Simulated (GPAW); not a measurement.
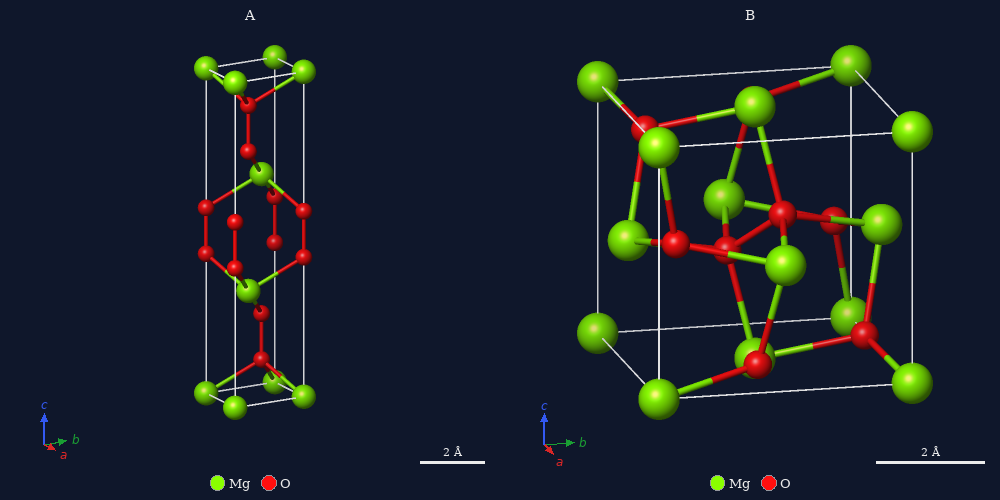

Two structures of MgO2, each relaxed (cell and atoms) at zero pressure; conventional cells in solid outline, small ones repeated, each panel with its own scale. Alike in all runs: GPAW 26.7.0; functional PBEsol; potentials PAW data sets generated in the run's folder for this functional; cutoff 800 eV; occupations fermi-dirac, width 0.05 eV; no spin polarisation; no spin-orbit coupling. The k meshes have like spacings.

> Give the type and space group of each panel.

A: 9 atoms a cell on a rhombohedral (trigonal R) lattice, R-3m; B: pyrite, Pa-3.

> Which of these is lowest in energy, and how far above it do the others lie?

B, then A (+75 meV/atom), static energies at zero smearing.

> Collect the results in a table.

| panel | space group | E − E(lowest) (meV/atom) | volume (Å³/atom) | gap (eV) |
| --- | --- | --- | --- | --- |
| B | Pa-3 | 0 | 9.5 | 3.97 |
| A | R-3m | 75 | 10.0 | 2.61 |

The starts are database entries or structure types tried for this composition, and the most stable form need not be among them. Gaps are the least found on the k-mesh, which misses some points of high symmetry; where the band edges lie there, the true gap is smaller, at times by an eV.

Caveat: later steps reuse the first step's grids; semilocal functionals give gaps below the measured ones.
